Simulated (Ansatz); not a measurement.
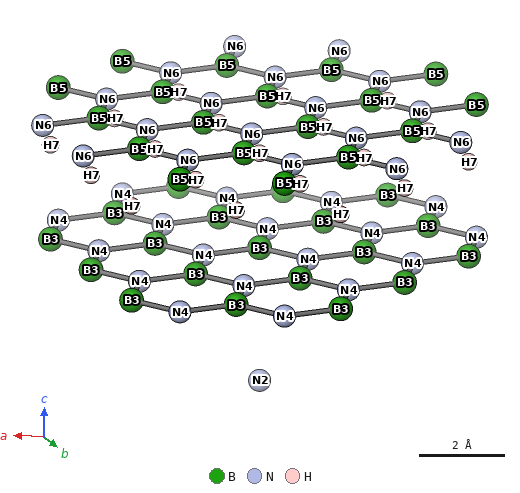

A slab of composition B3HN3 (cut from the R3m phase), before the constrained relaxation. A ball-and-stick model of the atoms within 5.8 Å of the atom that moves most (axes of the 3 × 3 repeat of the cell, outlined in the plane, without the vacuum), seen from a free direction.

Case: H put at a hollow N-B site. The slab is the (0 0 1) face of BN with H on it. 2 atoms are held fixed.

All numbers below come from Ansatz, DFT PBE+D3(BJ), scalar-relativistic, plane waves, PAW.

The input:
```yaml
crystal:
  lattice:
    - [2.5061138137, 0.0, 0.0]
    - [-1.2530569069, 2.1703582275, 0.0]
    - [0.0, 0.0, 25.5926876598]
  atoms:
    - { symbol: B, position: [0.6666666667, 0.3333333333, 0.3321261179] }
    - { symbol: "N", position: [0.3333333333, 0.6666666667, 0.3322402185] }
    - { symbol: B, position: [0.3333333333, 0.6666666667, 0.4620997201] }
    - { symbol: "N", position: [0.0, 0.0, 0.4621445588] }
    - { symbol: B, position: [0.0, 0.0, 0.5919331885] }
    - { symbol: "N", position: [0.6666666667, 0.3333333333, 0.5920079078] }
    - { symbol: H, position: [0.3333333333, 0.6666666667, 0.5544971933], spin: 1.0 }
basis:
  ecutwfc: 420
kpoints:
  mp_grid: { grid: [12, 12, 1] }
hamiltonian:
  xc: pbe
  dispersion: d3bj
scf:
  occupations: { method: gaussian, width: 0.05 }
output:
  forces: true
  eigenvalues: true
  populations: true
  write_density: true
  write_potential: true
  elf: true
  volumetric_format: npy
magnetization:
  spin_polarized: true
relax:
  adjacent_minimum: "off"
  f_tol: 0.03
  max_steps: 70
  constraints: [{ sites: [0, 1] }]
efield:
  axis: 3
  dipole_correction: true
  ramp_width: 0.04
```

Command:
```bash
ansatz run input.yaml --threads 1 --pin off --max-ram 2560MiB --backend cpu --events-out ev --progress --plain --runs-dir out
```

### What does the optimiser find from here?

The energy falls by 1.721 eV per cell of the calculation in 8 accepted moves (9 points after the start). The largest force component goes from 2.8 to 0.029 eV/Å. The line search rejected the trial step at point 6 of the run. H7 moves most: 1.13 Å along the normal (−c). By element the largest moves are H 1.13 Å, N 0.27 Å, B 0.22 Å. The cell stays as it was. Some distances before and after: B3–H7 2.365 → 1.267 Å, B3–N4 1.447 → 1.466 Å. New bonds form: B3–H7 (2.36 → 1.27 Å). Bond angles that change, for instance: N4–B3–N4 120.0° → 117.5°, B3–N4–B3 120.0° → 117.5°. The program noted that the starting moments weren't kept. Cost: 4.4 min on 1 thread of Arm Neoverse V1, with other jobs on the host, peak memory 0.45 GiB.

Step by step:

```csv
step,"E − E(0), meV/atom","largest force component, eV/Å",note
0,0.00,2.7760,
1,-88.52,1.6691,
2,-141.41,1.3068,
3,-194.44,1.2152,
4,-237.78,0.5150,
5,-244.67,0.2630,
6,-243.75,0.5124,rejected
7,-245.60,0.0503,
8,-245.77,0.0370,
9,-245.88,0.0287,
```

After the run, drawn alike:

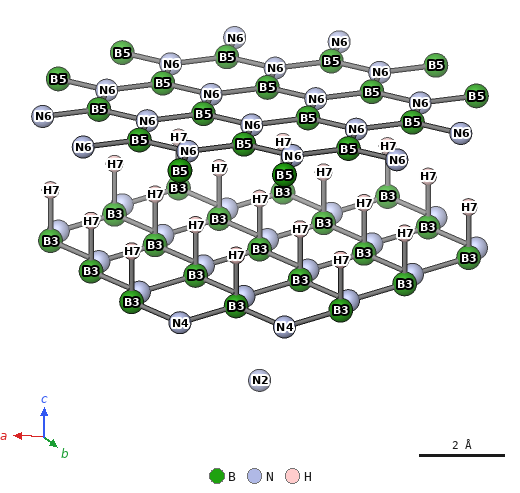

Limits of the set-up: the periodic images lie only 2.5 Å apart, so the values are limited by the cell's size.
